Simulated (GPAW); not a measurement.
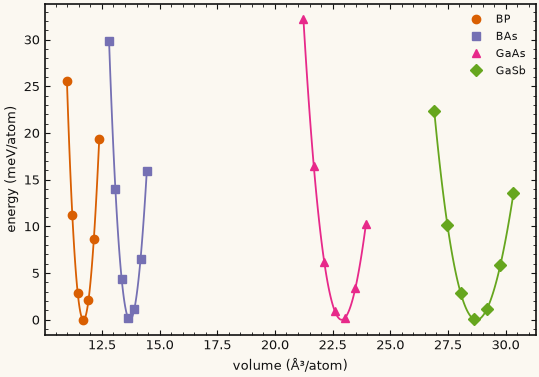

Plotted: energy against volume, with one curve for each compound, for BAs, BP, GaAs and GaSb (all in space group F-43m (No. 216)).

How it was computed, with GPAW 26.7.0: PAW DFT in plane waves, on a grid or in atomic orbitals, no spin polarisation; energies at scaled volumes of the given cell, shape and fractions fixed, counted from the fit's minimum, third-order Birch-Murnaghan fit. Level: r2SCAN.

```
       setting                                 value
   occupations                           Fermi–Dirac
smearing width                               0.05 eV
    potentials  GPAW PAW data sets (gpaw data 1.2.1)
```

Settings that differ: BP: wave cutoff 800 eV, k mesh 10×10×10; BAs: wave cutoff 800 eV, k mesh 10×10×10; GaAs: wave cutoff 600 eV, k mesh 8×8×8; GaSb: wave cutoff 600 eV, k mesh 8×8×8.

Question: Order the curves by fitted equilibrium volume, smallest first.

Answer: BP 11.697, BAs 13.713, GaAs 22.896, GaSb 28.738 Å³/atom.

Question: Order the curves by fitted bulk modulus, smallest first.

Answer: GaSb 54.0, GaAs 74.3, BAs 142.9, BP 169.4 GPa.

The computed values:

BP:
| volume (Å³/atom) | energy (meV/atom) |
| --- | --- |
| 10.98 | 25.61 |
| 11.21 | 11.25 |
| 11.45 | 2.89 |
| 11.68 | 0.01 |
| 11.92 | 2.10 |
| 12.15 | 8.69 |
| 12.38 | 19.40 |

BAs:
| volume (Å³/atom) | energy (meV/atom) |
| --- | --- |
| 12.81 | 29.82 |
| 13.08 | 14.05 |
| 13.35 | 4.38 |
| 13.63 | 0.24 |
| 13.90 | 1.11 |
| 14.17 | 6.47 |
| 14.44 | 15.92 |

GaAs:
| volume (Å³/atom) | energy (meV/atom) |
| --- | --- |
| 21.23 | 32.24 |
| 21.69 | 16.42 |
| 22.14 | 6.20 |
| 22.59 | 0.98 |
| 23.04 | 0.22 |
| 23.49 | 3.44 |
| 23.95 | 10.25 |

GaSb:
| volume (Å³/atom) | energy (meV/atom) |
| --- | --- |
| 26.91 | 22.36 |
| 27.48 | 10.14 |
| 28.05 | 2.89 |
| 28.62 | 0.07 |
| 29.20 | 1.20 |
| 29.77 | 5.83 |
| 30.34 | 13.54 |
